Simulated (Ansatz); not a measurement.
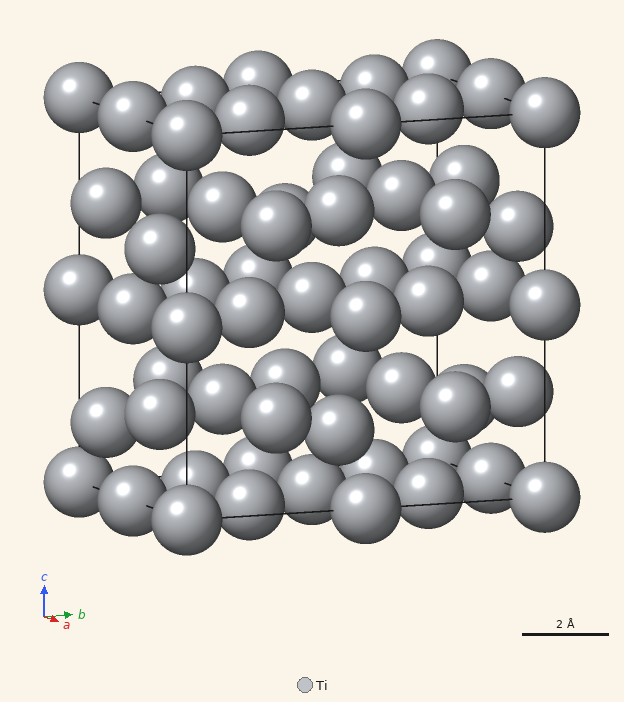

Figure 1. The input geometry (spheres-only view of the cell 4 times as large as that of the calculation, set on its symmetry axes, seen slightly off an axis). An atom can appear more than once, as a periodic image.

**Single-point calculation, with input and output: Ti**

System: Ti (8 atoms in the cell).
Method: DFT PBEsol, scalar-relativistic, plane waves, PAW, no spin polarisation (Ansatz 0.2.0).

The structure derives from an entry of the Crystallography Open Database. It belongs to a series of runs on one base structure; here: atom 1 (Ti) moved by (-0.450, -0.450) A along y and z. Figures and captions count atoms from 1; the log counts them from 0 in places.

**Log**
```
Engine: ansatz 0.2.0, x86_64-unknown-linux-gnu
Pseudopotentials: kind: paw
Pseudopotential: Ti, paw, valence charge 12, recommended cutoff 420 eV (normal), Ti.paw.azcp
Functional definition: PBEsol
  exchange = pbesol_x
  correlation = pbesol_c
Crystal: 8 atoms, lattice volume = 132.333 Å³
Basis set: ecut = 420 eV, 2587 PW (Γ), exchange–correlation on 80×80×80 points (8 copies of the dense FFT grid, shifted against one another)
Bands: 58, of which v1, the nominal top of the filled ones, is band 48 counted from 1 (47 counted from 0)
Symmetry: 4 space group operations
Space group: Fmm2 (ITA 42), of the structure as read, at distance tolerance 5.1e-5 Å
k-points: 428 of 2744 (time reversal used)
Non-local potential: Ti, projectors of the file, l = 0: 3, l = 1: 2, l = 2: 3, l = 3: 1
PAW form: soft (Blöchl's): semilocal exchange-correlation on the pseudo side does not see the compensation charge
PAW frozen core: Ti, regenerated for the run's functional, and the local potential with it (the file was generated under x = pbe(κ = 0.804, μ = 0.2195149727645171), c = pbe(β = 0.06672455060314922))
PAW one-centre angular grid: Ti, 590 points (default); XC on 64 Gauss nodes
Initial density: superposition of atomic densities (neutral atoms: chi_scale 0, normalization atom), corrected by the library's trained network
Initial wavefunctions: pseudopotential atomic-orbital guess
Functional: x = pbesol(κ = 0.804, μ = 0.12345679012345678), c = pbesol(β = 0.046)
SCF iter   1: F=—  HF=-19789.625358 eV  |F-HF|=—  |Δ(HF+E_count)|=         —  Δρ=1.06e-2  dr2=2.20e-1  ethr=1.77e-3  ⟨swp⟩=5.7  Hψ=99912  notcnv=0
preconditioner: auto → Kerker (q_TF=auto, 2.586 Å⁻¹)  [metal: Δε(μ)=0.000 eV  Ē_g=2.386 eV  σ=0.150 eV  W_gap=0.00  n_scr=42 (ndim 8)  ℏωp=18.3 eV  f_vac=0.000  D(μ)=14.95/eV (n_scr^D=200)]
SCF iter   2: F=—  HF=-19789.600425 eV  |F-HF|=—  |Δ(HF+E_count)|=   2.49e-2  Δρ=4.74e-3  dr2=3.85e-2  ethr=2.30e-4  ⟨swp⟩=1.1  Hψ=28811  notcnv=0  defer=4
SCF iter   3: F=—  HF=-19789.595362 eV  |F-HF|=—  |Δ(HF+E_count)|=   5.06e-3  Δρ=1.13e-3  dr2=1.97e-3  ethr=4.01e-5  ⟨swp⟩=2.0  Hψ=30389  notcnv=0  defer=4
SCF iter   4: F=—  HF=-19789.595124 eV  |F-HF|=—  |Δ(HF+E_count)|=   2.37e-4  Δρ=4.45e-4  dr2=3.14e-4  ethr=2.05e-6  ⟨swp⟩=2.0  Hψ=30837  notcnv=0  defer=4
SCF iter   5: F=—  HF=-19789.595064 eV  |F-HF|=—  |Δ(HF+E_count)|=   6.00e-5  Δρ=9.80e-5  dr2=1.94e-5  ethr=3.27e-7  ⟨swp⟩=2.0  Hψ=31617  notcnv=0  defer=4
SCF iter   6: F=—  HF=-19789.595064 eV  |F-HF|=—  |Δ(HF+E_count)|=   4.54e-7  Δρ=2.60e-5  dr2=1.03e-6  ethr=2.02e-8  ⟨swp⟩=2.0  Hψ=30406  notcnv=0  defer=50
SCF iter   7: F=-19789.595064 eV  HF=-19789.595064 eV  |F-HF|=6.05e-8  |Δ(HF+E_count)|=   1.58e-7  Δρ=7.36e-6  dr2=9.77e-8  ethr=1.04e-10  ⟨swp⟩=13.3  Hψ=154328  notcnv=0
SCF 1 converged in 7 iterations: F = -19789.595064 eV  dr2 = 9.77e-8
  greatest PAW one-centre occupation: 0.999 electrons in one spin orbital (limit 2), on the Ti atom at site 2 (counted from 0), in its partial waves of l = 0
```

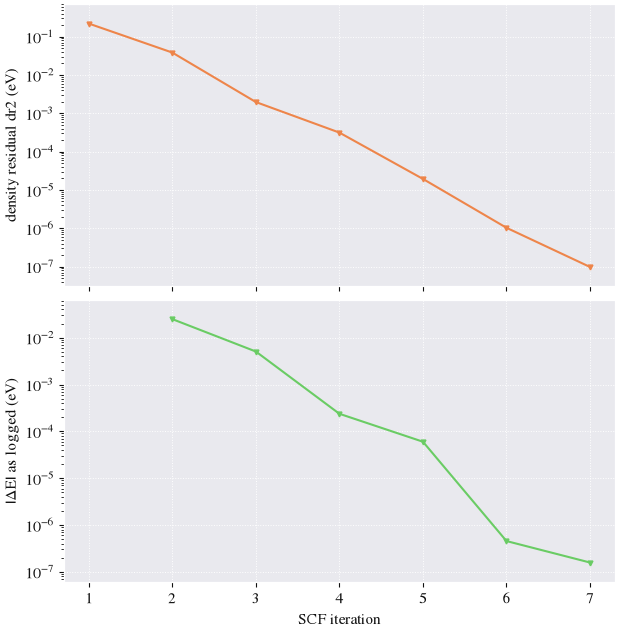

Figure 2. Convergence of the self-consistent field: density residual dr2 and size of the energy change against the SCF iteration. The residual falls at every step.

```
SCF converged after 7 iterations
Free energy (F): -19789.595064 eV
Harris-Foulkes:  -19789.595064 eV  (|F-HF|=6.05e-8)
Internal energy: -19789.425089 eV  (E = F + TS)
E sigma→0 (E₀):  -19789.510076 eV
Entropy (-TS):   -0.169975 eV (-21.247 meV/atom)
Fermi energy:    13.749480 eV
--- Per-component energies (eV) ---
  E_band       = -1179.204978
  E_kinetic    = 2194.587144
  E_local      = -6484.241552  (includes V_loc(G=0)·N_el)
  E_nonlocal   = 80.890275
  E_hartree    = 2688.961858
  E_xc         = -776.905686
  E_vxc        = -976.506359  (∫ρ·V_xc dr)
  E_paw        = -8184.687566  (= ΣΔE_a)
  E_vpaw       = -1371.862243  (= ΣTr[D̂ρ^β])
  E_aug_tail   = 0.000943  (compensation charges beyond the density's cutoff)
  E_ewald      = -9309.145580
  E_core_change = 1.115074  (= ΣΔE_core)
  E_smearing   = -0.169975  (= −TS)
  E_closure    = -0.000000  (closes the sum)
  Σ components = -19789.595064   (vs F -19789.595064, Δ=0.00e0)
--- Forces (eV/Å), atoms counted from 1 ---
  atom   1  Ti     0.00000000     2.16278756     2.16278756
  atom   2  Ti     0.00000000    -0.19587894    -0.19587894
  atom   3  Ti     0.00000000    -0.19587894    -0.19587894
  atom   4  Ti     0.00000000     0.23311943     0.23311943
  atom   5  Ti    -1.10944032    -1.01298950    -1.01298950
  atom   6  Ti     0.00000000    -0.08692684     0.10868160
  atom   7  Ti     0.00000000     0.10868160    -0.08692684
  atom   8  Ti     1.10944032    -1.01298950    -1.01298950
  max |Σ_I F_I| component: 7.51e-5 eV/Å
--- Stress (GPa, compression-positive) ---
        3.520724       0.000000      -0.000000
        0.000000       1.119620       1.423949
       -0.000000       1.423949       1.119620
  P = ⅓ Tr σ = 1.9200 GPa (19.200 kbar)
--- Band table (eV; the first three rows and the last of 428) ---
  k-point 0: bands = ["-42.4640", "-42.3676", "-42.3236", "-42.2719", "-42.2354", "-42.2063", "-42.1885", "-41.9005", "-19.3968", "-19.3490", "-19.1545", "-19.1352", "-19.1341", "-19.1329", "-18.9662", "-18.9241", "-18.8324", "-18.7415", "-18.5973", "-18.5888", "-18.5562", "-18.5327", "-18.5034", "-18.3744", "-18.3719", "-18.3236", "-18.3112", "-18.3101", "-18.2796", "-18.2418", "-17.9446", "-17.9282", "7.7929", "11.0600", "11.0811", "11.1431", "11.1853", "11.3223", "11.3646", "11.4821", "11.5912", "13.0700", "13.1257", "13.1583", "13.4008", "13.4257", "13.4469", "14.3108", "14.5890", "14.7507", "14.8902", "14.9467", "15.1238", "15.2700", "15.2955", "15.5543", "16.3155", "16.3186"]
  k-point 1: bands = ["-42.4622", "-42.3676", "-42.3243", "-42.2721", "-42.2354", "-42.2063", "-42.1892", "-41.9008", "-19.3940", "-19.3453", "-19.1503", "-19.1286", "-19.1283", "-19.1253", "-18.9642", "-18.9181", "-18.8354", "-18.7414", "-18.6020", "-18.5880", "-18.5579", "-18.5349", "-18.5073", "-18.3803", "-18.3782", "-18.3275", "-18.3176", "-18.3124", "-18.2794", "-18.2406", "-17.9474", "-17.9295", "7.8386", "11.0582", "11.1068", "11.1673", "11.2158", "11.3444", "11.3870", "11.5057", "11.6137", "13.0978", "13.1340", "13.1680", "13.4130", "13.4266", "13.4608", "14.3333", "14.5296", "14.6950", "14.8366", "14.8472", "15.0208", "15.2095", "15.2206", "15.4745", "16.2487", "16.2911"]
  k-point 2: bands = ["-42.4570", "-42.3677", "-42.3267", "-42.2725", "-42.2354", "-42.2063", "-42.1911", "-41.9016", "-19.3861", "-19.3347", "-19.1391", "-19.1141", "-19.1095", "-19.0994", "-18.9584", "-18.9006", "-18.8440", "-18.7410", "-18.6164", "-18.5872", "-18.5636", "-18.5396", "-18.5200", "-18.4052", "-18.3874", "-18.3389", "-18.3355", "-18.3184", "-18.2792", "-18.2373", "-17.9553", "-17.9329", "7.9745", "11.0398", "11.1825", "11.2381", "11.3010", "11.4136", "11.4529", "11.5765", "11.6813", "13.1556", "13.1751", "13.1949", "13.4262", "13.4484", "13.5051", "14.3402", "14.3846", "14.5337", "14.5704", "14.7144", "14.7923", "15.0098", "15.1051", "15.2980", "16.0959", "16.2270"]
  k-point 427: bands = ["-42.3809", "-42.3690", "-42.3260", "-42.2901", "-42.2490", "-42.2335", "-42.2055", "-41.9080", "-19.2640", "-19.2389", "-18.8481", "-18.8330", "-18.8054", "-18.7933", "-18.7655", "-18.7504", "-18.7410", "-18.7209", "-18.7189", "-18.6849", "-18.6720", "-18.6572", "-18.6116", "-18.5930", "-18.5875", "-18.5732", "-18.5701", "-18.5526", "-18.5409", "-18.2691", "-17.9890", "-17.9760", "11.0814", "11.1215", "11.1423", "11.1717", "11.2091", "11.2629", "12.5837", "12.6604", "12.9662", "13.0509", "13.2409", "13.3396", "13.3728", "13.3959", "13.6552", "13.7433", "13.8687", "13.8709", "14.3150", "14.8037", "14.9681", "15.0075", "15.0472", "15.0892", "15.0969", "15.1040"]
```

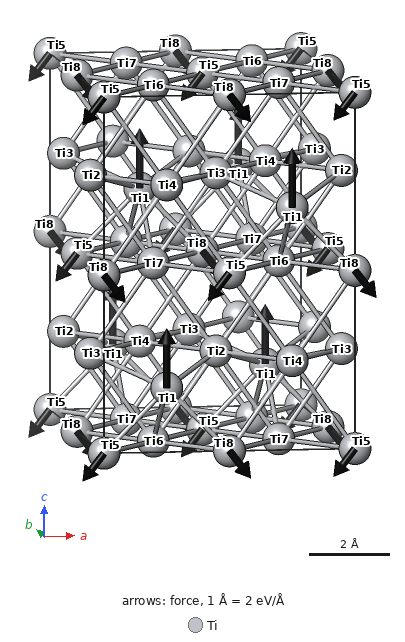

Figure 3. Forces on the atoms as black arrows (ball-and-stick view of the cell 4 times as large as that of the calculation, set on its symmetry axes, seen at an oblique angle; atoms are numbered from 1 in the order of the input); the smallest are left out. The largest act on Ti1 (3.06 eV/Å); Ti5, Ti8 (1.81 eV/Å). The geometry is not a stationary point of this energy.

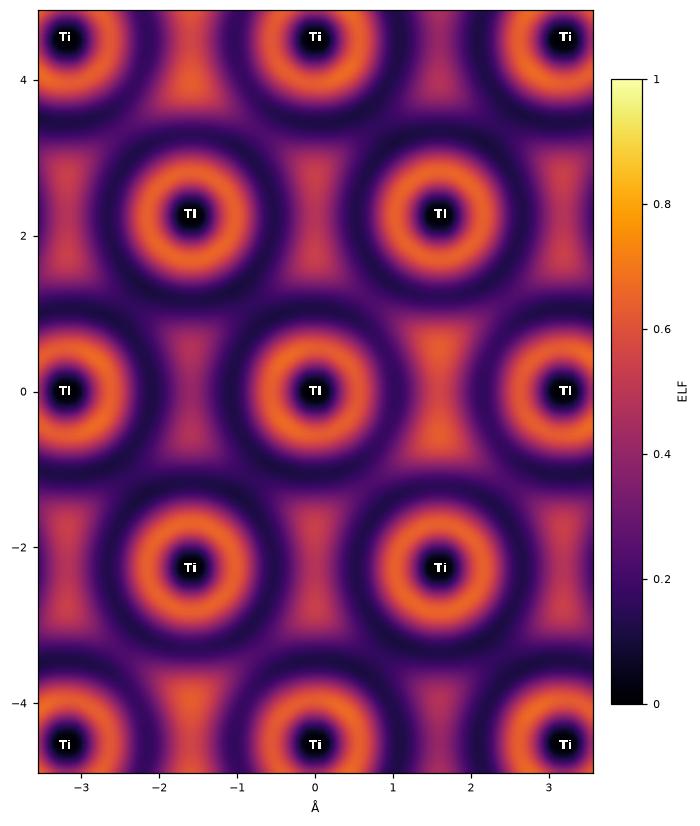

Figure 4. Electron localisation function on the (001) plane of the conventional cell. 5. The strong features right at Ti lie inside the PAW spheres (semicore, d or f shells) and say nothing about bonding. Core electrons are frozen (PAW), so the fields are smoothed inside the atomic spheres.

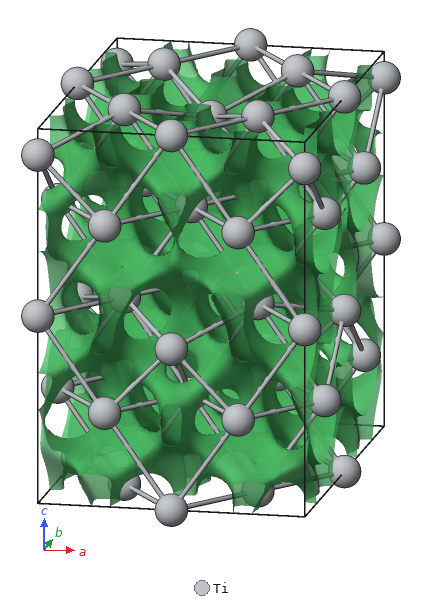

Figure 5. Isosurface of the ELF at 0.4 (green), seen at an oblique angle. Core shells and regions of very low density are left out. Sticks mark near contacts. The outline is the cell set on symmetry axes. Along the contacts the grid gives the following. Ti–Ti (2.29 Å): the ELF is about 0.05 at the midpoint; no localised pair between them.

The run was set up as follows.

**The input**
```yaml
crystal:
  lattice:
    - [3.2102321259, 3.2102321259, -3.2102321259]
    - [3.2102321259, -3.2102321259, 3.2102321259]
    - [-3.2102321259, -3.2102321259, -3.2102321259]
  atoms:
    - { symbol: Ti, position: [0.0700883896, 0.0700883896, 0.6401767792] }
    - { symbol: Ti, position: [0.5, 0.0, 0.5] }
    - { symbol: Ti, position: [0.0, 0.5, 0.5] }
    - { symbol: Ti, position: [0.5, 0.5, 0.5] }
    - { symbol: Ti, position: [0.0, 0.0, 0.0] }
    - { symbol: Ti, position: [0.5, 0.0, 0.0] }
    - { symbol: Ti, position: [0.0, 0.5, 0.0] }
    - { symbol: Ti, position: [0.5, 0.5, 0.0] }
basis:
  ecutwfc: 420
kpoints:
  mp_grid: { grid: [14, 14, 14] }
hamiltonian:
  xc: pbesol
scf:
  occupations: { method: gaussian, width: 0.15 }
output:
  forces: true
  stress: true
  eigenvalues: true
  write_density: true
  write_potential: true
  elf: true
  volumetric_format: npy
```

Run as:
```bash
ansatz run input.yaml --threads 2 --pin off --max-ram 5120MiB --backend cpu --events-out ev --progress --plain --runs-dir out
```

**Summary**

| quantity | value |
| --- | --- |
| outcome | converged |
| space group (tolerance 0.01 Å) | Fmm2 (42) |
| electrons treated | 96 |
| free energy | −19789.5951 eV |
| Fermi energy | 13.749 eV |
| gap on the k-point mesh | none (metallic) |
| pressure | 1.92 GPa |
| largest force (length of the vector) | 3.059 eV/Å |
| hardware | 2 threads of Oxide Virtual Turin-like (Zen 5), 32 GiB of memory available, shared host |
| wall time | 1.8 min (CPU time 3.5 min) |
| peak memory | 2.2 GiB |
